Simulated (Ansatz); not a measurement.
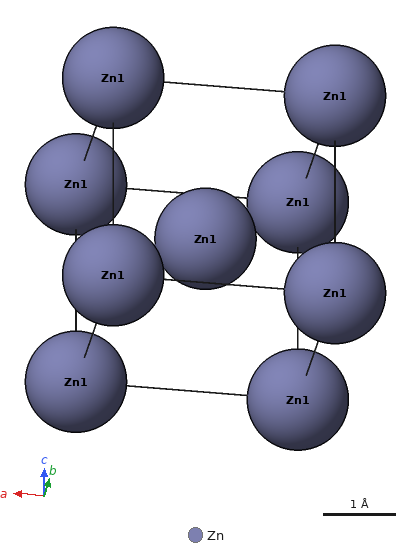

This is a symmetric starting cell of Zn. The picture is a spheres-only view of the conventional cell (2 times the calculation's cell), seen from a free direction. Lengths and directions refer to the drawn axes.

Computed with Ansatz, DFT PBE, scalar-relativistic, plane waves, PAW. (plane-wave cutoff 420 eV; k-point mesh 18 × 18 × 18; occupations gaussian; smearing width 0.1 eV; no spin polarisation)

Change: All lengths are scaled by −1.9 % (volume −5.6 %), the atoms keeping their fractional coordinates. No relaxation follows. The starting cell wasn't computed here and needn't be at equilibrium, so pressure and forces aren't due to the change alone.

Input file:
```yaml
crystal:
  lattice:
    - [-1.5391468451, 1.5391468451, 1.5391468451]
    - [1.5391468451, -1.5391468451, 1.5391468451]
    - [1.5391468451, 1.5391468451, -1.5391468451]
  atoms:
    - { symbol: Zn, position: [0.0, 0.0, 0.0] }
basis:
  ecutwfc: 420
kpoints:
  mp_grid: { grid: [18, 18, 18] }
hamiltonian:
  xc: pbe
scf:
  occupations: { method: gaussian, width: 0.1 }
output:
  forces: true
  stress: true
  eigenvalues: true
```

Launched with:
```bash
ansatz run input.yaml --threads 1 --pin off --max-ram 1331MiB --backend cpu --events-out ev --progress --plain --runs-dir out
```

Question: Predict the response.

Answer: The pressure is 4.0 GPa (not all of it need come from the change, since the unchanged cell can be under pressure at this level too). All forces vanish by symmetry. Some distances before and after: Zn–Zn 2.718 → 2.666 Å. The space group stays Im-3m (No. 229).

Drawn alike, the variant:

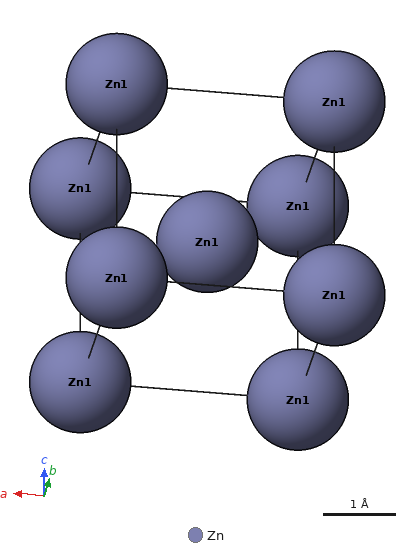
